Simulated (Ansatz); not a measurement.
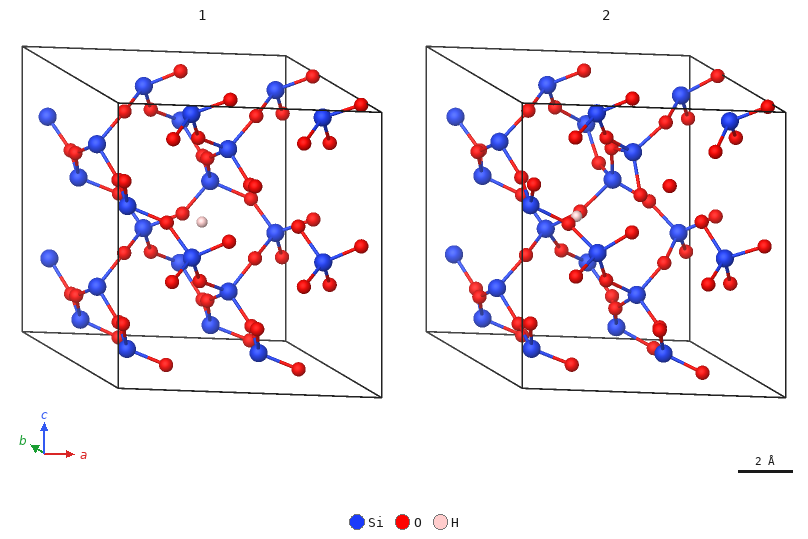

Two geometries of a defect cell of composition Si23O48H, drawn at one scale. One is the start of a relaxation, the other its converged end. Style: ball-and-stick. Shown: the cell of the calculation (origin shifted), slightly off an axis.

Computed with DFT, PBEsol, PAW, plane waves (Ansatz). (plane-wave cutoff 420 eV; k-point mesh 1 × 1 × 1; mesh shifted by (0.25, 0.25, 0.25); collinear spin; atoms relaxed in a fixed cell; force threshold 0.03 eV/Å; at most 80 steps)

Question: Which of the two is the end point?

Answer: Structure 2 is the relaxed one. The largest move is that of the H atom, 1.12 Å roughly along [−3 −1 1]. Largest moves by element: H 1.12 Å, O 0.83 Å, Si 0.25 Å. The cell doesn't change. Near-neighbour distances that change, for instance: H–O 1.687 → 1.095 Å, O–Si 1.586 → 1.747 Å, O–Si 1.569 → 1.648 Å, O–Si 1.691 → 1.614 Å. New bonds form: H–O (1.69 → 1.09 Å). Among the angles between lasting bonds that change: Si–O–Si 143.7° → 121.7°, Si–O–Si 145.0° → 161.1°, Si–O–Si 142.6° → 157.7°. The energy falls by 4.917 eV per cell of the calculation in 16 geometry steps. The largest force component goes from 3.2 to 0.029 eV/Å. The program noted that the starting moments weren't kept. The run took 32 s on 1 × NVIDIA GB300 Max-Q with 8 threads of Arm Neoverse-V2, peak memory 1.8 GiB.
